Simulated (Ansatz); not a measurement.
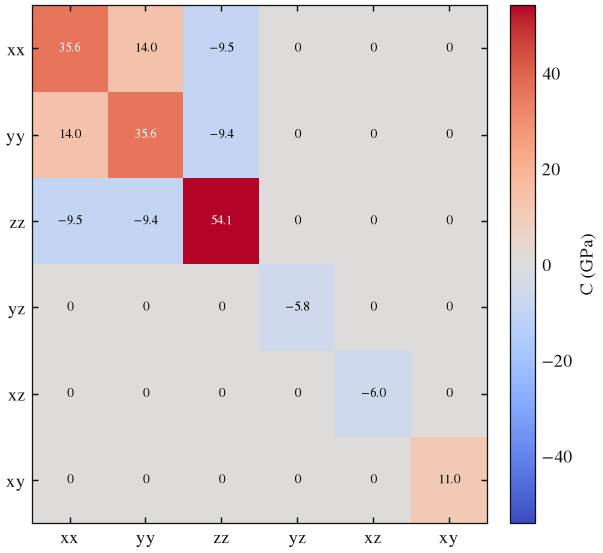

Stiffness matrix in Voigt order for Li, space group P6/mmm (No. 191).

Its least eigenvalue is negative (−6 GPa), so the crystal is mechanically unstable.

Calculation (Ansatz 0.2.0): elastic stress-strain coefficients at zero temperature from small strains of the given cell, Voigt order xx yy zz yz xz xy, Cartesian axes of the cell vectors; plane waves with PAW datasets, Γ-centred k mesh. Level: PBE, no spin polarisation.

- wave cutoff: 420 eV
- k mesh: 8×6×8
- occupations: Fermi–Dirac
- smearing width: 0.15 eV
- ions: relaxed
- strain amplitude: 0.005

Starting cell:
```xyz
8
Lattice="5.0904 0.0000 0.0000 0.0000 5.8868 0.0000 0.0000 0.0000 5.4331" Properties=species:S:1:pos:R:3 pbc="T T T"
Li    1.2726    3.6792    0.0000
Li    1.2726    3.6792    2.7166
Li    3.8178    2.2076    0.0000
Li    3.8178    2.2075    2.7166
Li    1.2726    0.7358    2.7166
Li    1.2726    0.7358    0.0000
Li    3.8178    5.1509    0.0000
Li    3.8178    5.1510    2.7166
```

Limits of the calculation: cell is a saddle point at the zone centre; metal sensitive to the k mesh.
